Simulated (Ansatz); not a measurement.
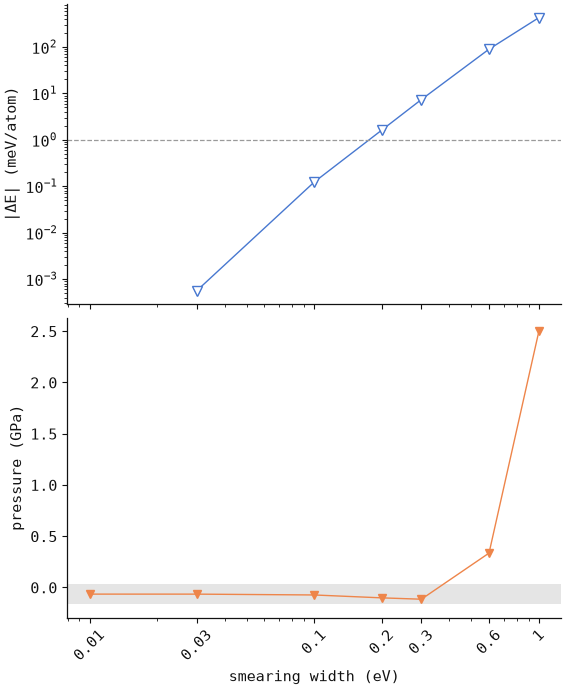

One cell, run at 7 values of the smearing width.
- system: P (Cmce, 4 atoms in the cell)
- method: Ansatz, DFT, r2SCAN, plane waves (500 eV) with PAW, scalar-relativistic; 10×10×7 k-mesh, Fermi–Dirac smearing
ΔE is the free energy less its value at the smallest setting, 0.01 eV.
Dashed lines or grey bands mark the tolerance: 1 meV/atom and 0.1 GPa.
On logarithmic panels, open markers lie below the reference value and filled ones above.

**From which setting is the free energy converged to 1 meV/atom?**

The free energy is within 1 meV/atom of the smallest setting's value from 0.1 eV down. It is off by 430 meV/atom at 1 eV, 7.4 meV/atom at 0.3 eV and 1.6 meV/atom at 0.2 eV (always below it). The free energy falls with the width because it holds the −TS term of the fractional occupations.

**And the pressure, to 0.1 GPa?**

The pressure is within 0.1 GPa of the smallest setting's value from 0.3 eV down. It is 2.5 GPa at 1 eV, 0.3 GPa at 0.6 eV and −0.1 GPa at 0.01 eV.
